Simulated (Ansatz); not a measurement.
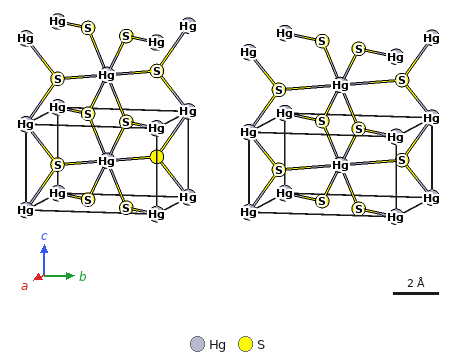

Two geometries of solid HgS₂ (built on the rutile_136 type) (coarse preliminary run), drawn at one scale. One is the start of a relaxation, the other its converged end. Style: ball-and-stick. Shown: the cell of the calculation, repeated 1 × 1 × 2 with one cell outlined, slightly off an axis.

Computed with DFT r2SCAN, scalar-relativistic, plane waves, PAW (Ansatz). Settings: plane-wave cutoff 500 eV; k-point mesh 4 × 4 × 4; occupations gaussian; smearing width 0.1 eV; no spin polarisation; cell and atoms relaxed; force threshold 0.04 eV/Å; at most 70 steps.

### Which geometry has the lower energy?

The right one is the relaxed one. Case: rutile type (P4_2/mnm, No. 136). The energy falls by 105 meV per atom in 6 accepted moves (7 points after the start). The largest force component goes from 0.52 to 0.011 eV/Å. Pressure: −1.22 GPa at the start and 0.00 GPa at the end. At 1 point the geometry stayed and the basis and grid were re-selected for the new cell (energy shift of 1.4 meV per atom at most each time). The largest moves relative to the cell, 0.29 Å, are those of S atoms. Hg stays in place. Cell: a = b 6.052 → 6.823 Å (+12.7 %), c 3.898 → 3.634 Å (−6.8 %). Volume +18.5 %. Near-neighbour distances that change, for instance: Hg–S 2.619 → 3.245 Å, Hg–S 2.560 → 2.408 Å. The space group stays P4_2/mnm (No. 136).
